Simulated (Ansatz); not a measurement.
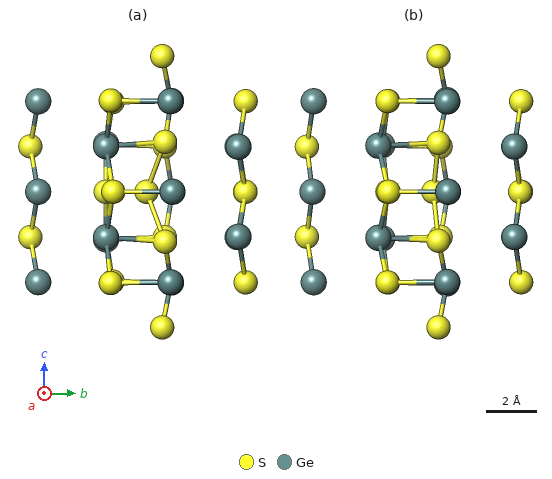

The structure of a defect cell of composition Ge₂₃S₂₅ (cell charge +1) before (left) and after (right) a relaxation, at one scale.

Style: ball-and-stick. Shown: the atoms within 5.8 Å of the atom that moves most (axes of the cell of the calculation (origin shifted)), along the a axis.

Case: S on a Ge site (c), charge +1, atoms relaxed at the host's cell.

These are results of DFT PBE, scalar-relativistic, plane waves, PAW (Ansatz), not measurements. (plane-wave cutoff 420 eV; k-point mesh 2 × 2 × 2; occupations gaussian; smearing width 0.01 eV; mesh shifted by (0.5, 0.5, 0.5); collinear spin; atoms relaxed in a fixed cell; force threshold 0.025 eV/Å; at most 45 steps)

What changed between the two?

Answer. An S atom moves most: 0.45 Å along [−1 3 0]. By element the largest moves are S 0.45 Å, Ge 0.15 Å. The cell doesn't change. Near-neighbour distances that change, for instance: S–S 2.500 → 2.344 Å, Ge–S 2.488 → 2.581 Å, Ge–S 2.454 → 2.526 Å, S–S 2.157 → 2.107 Å. Bond angles that change, for instance: S–S–Ge 76.0° → 90.9°, S–S–S 123.7° → 108.8°, Ge–S–Ge 101.9° → 94.1°. After 8 accepted moves (9 points after the start) the energy has fallen by 0.214 eV per cell of the calculation. Largest force component: 0.18 eV/Å at the start, 0.0077 eV/Å at the end. The line search rejected the trial step at point 6 of the run. The run took 16 min on 4 threads of Arm Neoverse V2, on a shared host, peak memory 5.2 GiB.

Limits of the set-up: the cell is charged, on a uniform background, and energies carry no finite-size correction.
